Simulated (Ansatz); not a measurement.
Si₃Ge₂

```xyz
15
Lattice="3.6964 0.0000 0.0000 -1.8482 3.2012 0.0000 0.0000 0.0000 22.6672" Properties=species:S:1:pos:R:3 pbc="T T T"
Si    0.0000    2.1341    3.7779
Si    0.0000    0.0000   11.3336
Si    1.8482    1.0670   18.8893
Si    0.0000    0.0000    6.9681
Si    1.8482    1.0670   14.5238
Si    0.0000    2.1341   22.0797
Si    1.8482    1.0670    0.5875
Si    0.0000    2.1341    8.1434
Si    0.0000    0.0000   15.6991
Ge    0.0000    0.0000    2.2944
Ge    1.8482    1.0670    9.8500
Ge    0.0000    2.1341   17.4059
Ge    1.8482    1.0670    5.2613
Ge    0.0000    2.1341   12.8172
Ge    0.0000    0.0000   20.3729
```

Space group R-3m; a structure generated by program, which may or may not match a known phase.

Computed with DFT PBE, scalar-relativistic, plane waves, PAW (Ansatz 0.2.0).

Core electrons are frozen (PAW), and the valence fields are smoothed inside the atomic spheres.

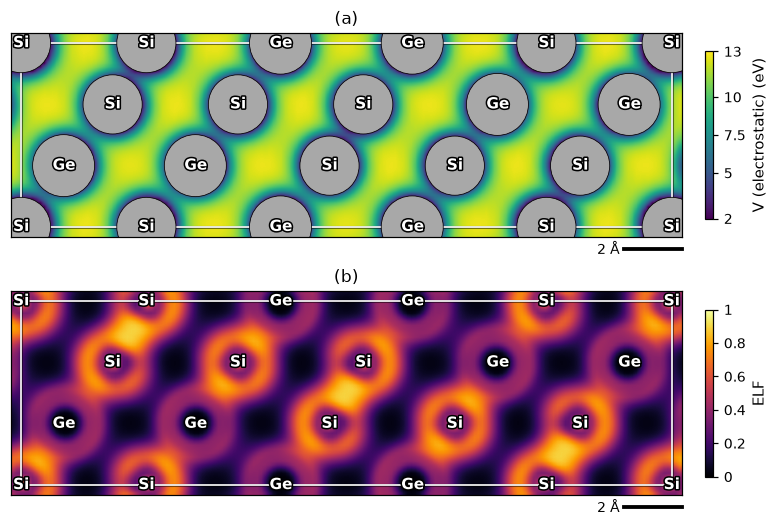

Figure 1. (a) electrostatic potential energy of an electron; (b) ELF on the (110) plane of the conventional cell. Grey discs cover the atomic cores in the potential map.

What does the map show?

- Atoms in the plane: Si and Ge.
- Si–Si (2.44 Å): the ELF peaks at about 0.90 between the atoms.
- Si–Ge (2.60 Å): the ELF peaks at about 0.80 in the valence shell of Si, 0.9 Å from its nucleus, and is about 0.70 at the midpoint.
- Si–Ge (2.73 Å): the ELF peaks at about 0.75 in the valence shell of Si, 1.0 Å from its nucleus, and is about 0.65 at the midpoint.
- Outside the cores the potential energy rises away from the atoms and is highest about 2.1 Å from the nearest atoms; its zero is arbitrary.

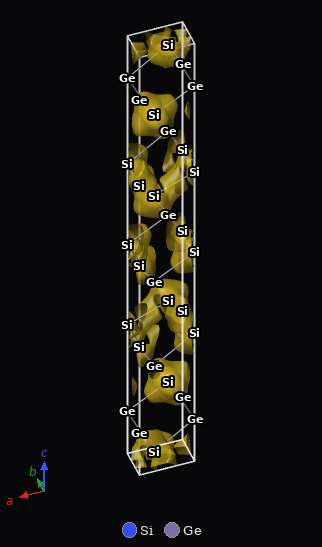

Figure 2. Isosurface of the electron localisation function at 0.65 (yellow), seen at an oblique angle. Only the valence region is drawn (cores and ρ < 0.01 e/Å³ removed). Sticks mark near contacts.

Where are the electrons localised?

The ELF exceeds this value in three regions on Si in which the atom's valence shell and bonds are merged and sheets that run through the cell in two directions, counted in one cell of 15 atoms. Regions shared between cells count once.

Which way does charge flow, and how much by Bader's partition?

Very little charge moves. Bader charges: Si 0.00 and Ge 0.00 e.

Does the calculation give a band gap?

It is gapless in this calculation (a metal or semimetal).
